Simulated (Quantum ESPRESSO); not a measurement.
Band-structure run of Bi₂Se₃

System: Bi₂Se₃ (R-3m, 5 atoms in the cell).
Method: Kohn-Sham DFT of a periodic cell, r2SCAN, SG15 PBE 1.2 (Quantum ESPRESSO 7.5).

The structure derives from an entry of the Crystallography Open Database. The run did not end well.

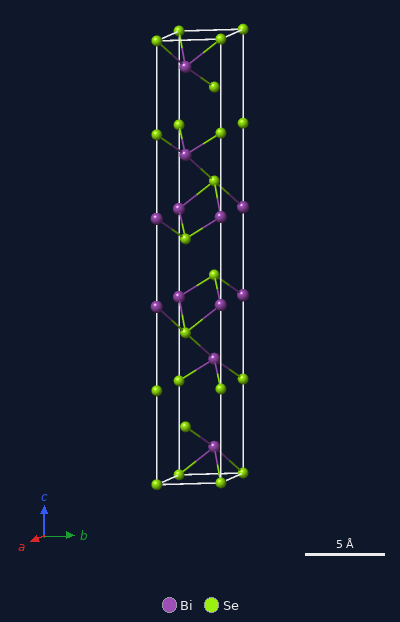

Fig. 1: The structure (ball-and-stick view of the cell 3 times as large as that of the calculation, set on its symmetry axes, seen slightly off an axis). An atom can appear more than once, as a periodic image. Near neighbours in the periodic cell (some may lie outside the picture): Bi has 6 Se at 2.85 to 3.07 Å; Se has 3 Bi at 2.85 Å; Se has 6 Bi at 3.07 Å.

**Input**
```
&CONTROL
  calculation = 'scf'
  prefix = 'pwscf'
  outdir = './tmp'
  pseudo_dir = './pseudo'
  tprnfor = .true.
  tstress = .true.
  disk_io = 'low'
/
&SYSTEM
  ibrav = 0
  celldm(1) = 8
  nat = 5
  ntyp = 2
  ecutwfc = 70
  nbnd = 33
  input_dft = 'r2scan'
  occupations = 'smearing'
  smearing = 'fd'
  degauss = 0.00367493
  nosym = .true.
/
&ELECTRONS
  conv_thr = 1d-08
  electron_maxstep = 120
  mixing_beta = 0.5
/
ATOMIC_SPECIES
Bi   208.9804 Bi_ONCV_PBE-1.2.upf
Se    78.9710 Se_ONCV_PBE-1.2.upf
CELL_PARAMETERS alat
  0.4893209583953   0.2825095870434   2.2547582210248
 -0.4893209583953   0.2825095870434   2.2547582210248
  0.0000000000000  -0.5650191741105   2.2547582210248
ATOMIC_POSITIONS crystal
Bi     0.5992000000    0.5992000000    0.5992000000
Bi     0.4008000000    0.4008000000    0.4008000000
Se     0.7883000000    0.7883000000    0.7883000000
Se     0.2117000000    0.2117000000    0.2117000000
Se     0.0000000000    0.0000000000    0.0000000000
K_POINTS automatic
4 4 4 0 0 0
```

Run as:
```bash
OMP_NUM_THREADS=1 mpirun -n 4 pw.x -nk 2 -in pw.in > pw.out
```

**The program's output**
```
This program is part of the open-source Quantum ESPRESSO suite
     for quantum simulation of materials; please cite
         "P. Giannozzi et al., J. Phys.:Condens. Matter 21 395502 (2009);
         "P. Giannozzi et al., J. Phys.:Condens. Matter 29 465901 (2017);
         "P. Giannozzi et al., J. Chem. Phys. 152 154105 (2020);
          URL
     in publications or presentations arising from this work. More details at

     IMPORTANT: XC functional enforced from input :
     Exchange-correlation= R2SCAN
                           (   0   0   0   0   0 497 498)
     Any further DFT definition will be discarded
     Please, verify this is what you really want

     K-points division:     npool     =       2
     Subspace diagonalization in iterative solution of the eigenvalue problem:
     a serial algorithm will be used

     --------------------
     sticks:   dense  smooth     PW     G-vecs:    dense   smooth      PW
     Min        1584    1584    467                37866    37866    6056
     Max        1585    1585    468                37867    37867    6057
     Sum        3169    3169    935                75733    75733   12113

     Using Slab Decomposition

     bravais-lattice index     =            0
     lattice parameter (alat)  =       8.0000  a.u.
     unit-cell volume          =     957.5208 (a.u.)^3
     number of atoms/cell      =            5
     number of atomic types    =            2
     number of electrons       =        48.00
     number of Kohn-Sham states=           33
     kinetic-energy cutoff     =      70.0000  Ry
     charge density cutoff     =     280.0000  Ry
     scf convergence threshold =      1.0E-08
     mixing beta               =       0.5000
     number of iterations used =            8  plain     mixing
     Exchange-correlation= R2SCAN
                           (   0   0   0   0   0 497 498)

     celldm(1)=   8.000000  celldm(2)=   0.000000  celldm(3)=   0.000000
     celldm(4)=   0.000000  celldm(5)=   0.000000  celldm(6)=   0.000000

     crystal axes: (cart. coord. in units of alat)
               a(1) = (   0.489321   0.282510   2.254758 )
               a(2) = (  -0.489321   0.282510   2.254758 )
               a(3) = (   0.000000  -0.565019   2.254758 )

     reciprocal axes: (cart. coord. in units 2 pi/alat)
               b(1) = (  1.021824  0.589950  0.147836 )
               b(2) = ( -1.021824  0.589950  0.147836 )
               b(3) = ( -0.000000 -1.179901  0.147836 )

     PseudoPot. # 1 for Bi read from file:
     Bi_ONCV_PBE-1.2.upf
     Pseudo is Norm-conserving, Zval = 15.0
     Generated using ONCVPSP code by D. R. Hamann
     Using radial grid of  602 points,  8 beta functions with:
                l(1) =   0
                l(2) =   0
                l(3) =   1
                l(4) =   1
                l(5) =   2
                l(6) =   2
                l(7) =   3
                l(8) =   3

     PseudoPot. # 2 for Se read from file:
     Se_ONCV_PBE-1.2.upf
     Pseudo is Norm-conserving, Zval =  6.0
     Generated using ONCVPSP code by D. R. Hamann
     Using radial grid of  602 points,  6 beta functions with:
                l(1) =   0
                l(2) =   0
                l(3) =   1
                l(4) =   1
                l(5) =   2
                l(6) =   2

     atomic species   valence    mass     pseudopotential
     Bi               15.00   208.98040     Bi( 1.00)
     Se                6.00    78.97100     Se( 1.00)

     No symmetry found

   Cartesian axes

     site n.     atom                  positions (alat units)
         1        Bi     tau(   1) = (   0.0000000  -0.0000000   4.0531534  )
         2        Bi     tau(   2) = (   0.0000000  -0.0000000   2.7111213  )
         3        Se     tau(   3) = (   0.0000000  -0.0000000   5.3322777  )
         4        Se     tau(   4) = (  -0.0000000  -0.0000000   1.4319969  )
         5        Se     tau(   5) = (   0.0000000   0.0000000   0.0000000  )

     number of k points=    36  Fermi-Dirac smearing, width (Ry)=  0.0037
                       cart. coord. in units 2pi/alat
        k(    1) = (   0.0000000   0.0000000   0.0000000), wk =   0.0312500
        k(    2) = (  -0.0000000  -0.2949752   0.0369589), wk =   0.0625000
        k(    3) = (   0.0000000   0.5899505  -0.0739178), wk =   0.0312500
        k(    4) = (  -0.2554561   0.1474876   0.0369589), wk =   0.0625000
        k(    5) = (  -0.2554561  -0.1474876   0.0739178), wk =   0.0625000
        k(    6) = (  -0.2554561   0.7374381  -0.0369589), wk =   0.0625000
        k(    7) = (  -0.2554561   0.4424629   0.0000000), wk =   0.0625000
        k(    8) = (   0.5109121  -0.2949752  -0.0739178), wk =   0.0312500
        k(    9) = (   0.5109121  -0.5899505  -0.0369589), wk =   0.0625000
        k(   10) = (   0.5109121   0.2949752  -0.1478355), wk =   0.0312500
        k(   11) = (   0.2554561   0.1474876   0.0369589), wk =   0.0625000
        k(   12) = (   0.2554561  -0.1474876   0.0739178), wk =   0.0625000
        k(   13) = (   0.2554561   0.7374381  -0.0369589), wk =   0.0625000
        k(   14) = (   0.2554561   0.4424629   0.0000000), wk =   0.0625000
        k(   15) = (   0.0000000   0.2949752   0.0739178), wk =   0.0625000
        k(   16) = (  -0.0000000   0.0000000   0.1108766), wk =   0.0625000
        k(   17) = (   0.0000000   0.8849257   0.0000000), wk =   0.0625000
        k(   18) = (   0.0000000   0.5899505   0.0369589), wk =   0.0625000
        k(   19) = (   0.7663682  -0.1474876  -0.0369589), wk =   0.0625000
        k(   20) = (   0.7663682  -0.4424629  -0.0000000), wk =   0.0625000
        k(   21) = (   0.7663682   0.4424629  -0.1108766), wk =   0.0625000
        k(   22) = (   0.7663682   0.1474876  -0.0739178), wk =   0.0625000
        k(   23) = (   0.5109121   0.0000000   0.0000000), wk =   0.0625000
        k(   24) = (   0.5109121  -0.2949752   0.0369589), wk =   0.0625000
        k(   25) = (   0.5109121   0.5899505  -0.0739178), wk =   0.0625000
        k(   26) = (   0.5109121   0.2949752  -0.0369589), wk =   0.0625000
        k(   27) = (  -0.5109121  -0.2949752  -0.0739178), wk =   0.0312500
        k(   28) = (  -0.5109121  -0.5899505  -0.0369589), wk =   0.0625000
        k(   29) = (  -0.5109121   0.2949752  -0.1478355), wk =   0.0312500
        k(   30) = (  -0.7663682  -0.1474876  -0.0369589), wk =   0.0625000
        k(   31) = (  -0.7663682  -0.4424629  -0.0000000), wk =   0.0625000
        k(   32) = (  -0.7663682   0.4424629  -0.1108766), wk =   0.0625000
        k(   33) = (  -0.7663682   0.1474876  -0.0739178), wk =   0.0625000
        k(   34) = (   0.0000000  -0.5899505  -0.1478355), wk =   0.0312500
        k(   35) = (  -0.0000000  -0.8849257  -0.1108766), wk =   0.0625000
        k(   36) = (   0.0000000   0.0000000  -0.2217533), wk =   0.0312500

     Dense  grid:    75733 G-vectors     FFT dimensions: ( 100, 100, 100)

     WARNING: libxc functional with ID  497 depends
      on external parameters: check the user_guide of
      QE if you need to modify them or to check their
      default values.

     WARNING: libxc functional with ID  498 depends
      on external parameters: check the user_guide of
      QE if you need to modify them or to check their
      default values.

     Initial potential from superposition of free atoms

     starting charge      47.7938, renormalised to      48.0000
     Starting wfcs are random

     Self-consistent Calculation

     iteration #  1     ecut=    70.00 Ry     beta= 0.50
     Davidson diagonalization with overlap
     ethr =  1.00E-02,  avg # of iterations =  9.6

     total energy              =    -327.03149993 Ry
     estimated scf accuracy    <      31.03970585 Ry

     iteration #  2     ecut=    70.00 Ry     beta= 0.50
     Davidson diagonalization with overlap
     ethr =  1.00E-02,  avg # of iterations =  1.0

     total energy              =    -326.79825627 Ry
     estimated scf accuracy    <      10.49420186 Ry

     iteration #  3     ecut=    70.00 Ry     beta= 0.50
     Davidson diagonalization with overlap
     ethr =  1.00E-02,  avg # of iterations =  2.7

     total energy              =    -324.52954609 Ry
     estimated scf accuracy    <      23.96351657 Ry

     iteration #  4     ecut=    70.00 Ry     beta= 0.50
     Davidson diagonalization with overlap
     ethr =  1.00E-02,  avg # of iterations =  2.0

     total energy              =    -327.31102268 Ry
     estimated scf accuracy    <       0.38685127 Ry

     iteration #  5     ecut=    70.00 Ry     beta= 0.50
     Davidson diagonalization with overlap
     ethr =  8.06E-04,  avg # of iterations =  2.8

     total energy              =    -327.34513750 Ry
     estimated scf accuracy    <       0.03288965 Ry

     iteration #  6     ecut=    70.00 Ry     beta= 0.50
     Davidson diagonalization with overlap
     ethr =  6.85E-05,  avg # of iterations =  5.2

     total energy              =    -327.34747009 Ry
     estimated scf accuracy    <       0.00389414 Ry

     iteration #  7     ecut=    70.00 Ry     beta= 0.50
     Davidson diagonalization with overlap
     ethr =  8.11E-06,  avg # of iterations =  3.1

     total energy              =    -327.34781246 Ry
     estimated scf accuracy    <       0.00058544 Ry

     iteration #  8     ecut=    70.00 Ry     beta= 0.50
     Davidson diagonalization with overlap
     ethr =  1.22E-06,  avg # of iterations =  3.2

     total energy              =    -327.34785139 Ry
     estimated scf accuracy    <       0.00027433 Ry

     iteration #  9     ecut=    70.00 Ry     beta= 0.50
     Davidson diagonalization with overlap
     ethr =  5.72E-07,  avg # of iterations =  2.0

     total energy              =    -327.34790252 Ry
     estimated scf accuracy    <       0.00002935 Ry

     iteration # 10     ecut=    70.00 Ry     beta= 0.50
     Davidson diagonalization with overlap
     ethr =  6.11E-08,  avg # of iterations =  1.4

     total energy              =    -327.34790771 Ry
     estimated scf accuracy    <       0.00000397 Ry

     iteration # 11     ecut=    70.00 Ry     beta= 0.50
     Davidson diagonalization with overlap
     ethr =  8.27E-09,  avg # of iterations =  2.0

     total energy              =    -327.34790830 Ry
     estimated scf accuracy    <       0.00000020 Ry

     iteration # 12     ecut=    70.00 Ry     beta= 0.50
     Davidson diagonalization with overlap
     ethr =  4.17E-10,  avg # of iterations =  2.0
```

**Outcome**

- outcome: stopped at the time limit
- space group (tolerance 0.01 Å): R-3m (166)
- hardware: 4 threads of Intel Xeon @ 2.50GHz (Skylake/Cascade Lake), 16 GiB of memory available, shared host
- wall time: 25 min
- peak memory: 0.2 GiB

**What went wrong**

The run was cut off by its time limit, so the output is incomplete. Further notes kept with the run: potentials made for another functional. Points of doubt noted for this run: coarse mesh; potentials made for another functional.
